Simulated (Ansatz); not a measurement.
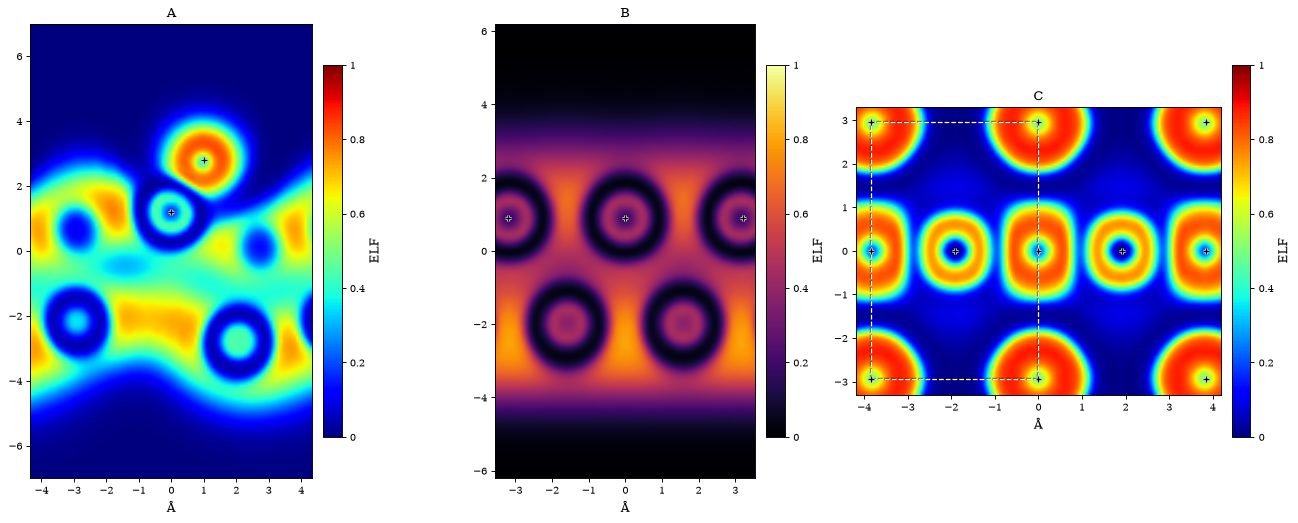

The ELF of 3 systems, each on a plane through atoms (crosses mark nuclei in the plane).

Method: DFT PBE, scalar-relativistic, plane waves, PAW (Ansatz).

System 1: Mg (slab), the (010) plane of the calculation cell, a cut from vacuum to vacuum. 

System 2: KTaO3, the (011̄) plane of the conventional cell. Space group Pmmm; changed on purpose from its base cell (normal strain along x -0.0467, normal strain along y +0.0700).

```
CELL_PARAMETERS angstrom
-3.83689 0.00000 0.00000
0.00000 0.00000 -4.02485
0.00000 -4.30659 0.00000
ATOMIC_POSITIONS crystal
K 0.50000 0.50000 0.50000
Ta 0.00000 0.00000 0.00000
O 0.50000 0.00000 0.00000
O 0.00000 0.00000 0.50000
O 0.00000 0.50000 0.00000
```

System 3: Mg6F (slab), the (100) plane of the calculation cell, a cut from vacuum to vacuum. Not relaxed (largest force 1.4 eV/Å); computed without spin polarisation.

```yaml
crystal:
  lattice:
    - [3.20344, 0.00000, 0.00000]
    - [-1.60172, 7.81532, 0.00000]
    - [0.00000, 0.00000, 20.98511]
  atoms:
    - { symbol: Mg, position: [0.84939, 0.69878, 0.19061] }
    - { symbol: Mg, position: [0.52100, 0.04200, 0.21976] }
    - { symbol: Mg, position: [0.19261, 0.38523, 0.24891] }
    - { symbol: Mg, position: [0.37107, 0.74148, 0.32830] }
    - { symbol: Mg, position: [0.04262, 0.08345, 0.35424] }
    - { symbol: Mg, position: [0.71282, 0.42511, 0.38051] }
    - { symbol: F, position: [0.71282, 0.55011, 0.45628] }
```

### Which map belongs to which system?

Panel A is system 3, Mg6F: the plane holds Mg and F. Mg–F (1.88 Å): the ELF peaks at about 0.80 in the valence shell of F, 0.6 Å from its nucleus, and is about 0.30 at the midpoint; no shared electron pair shows on this line. Panel B is system 1, Mg: the plane holds Mg. Mg–Mg (3.20 Å): the ELF peaks at about 0.65 between the atoms. Panel C is system 2, KTaO3: the plane holds K, Ta and O. Ta–O (1.92 Å): the ELF peaks at about 0.85 in the valence shell of O, 0.6 Å from its nucleus, and drops to about 0.20 between the two atoms: no shared electron pair shows on this line.
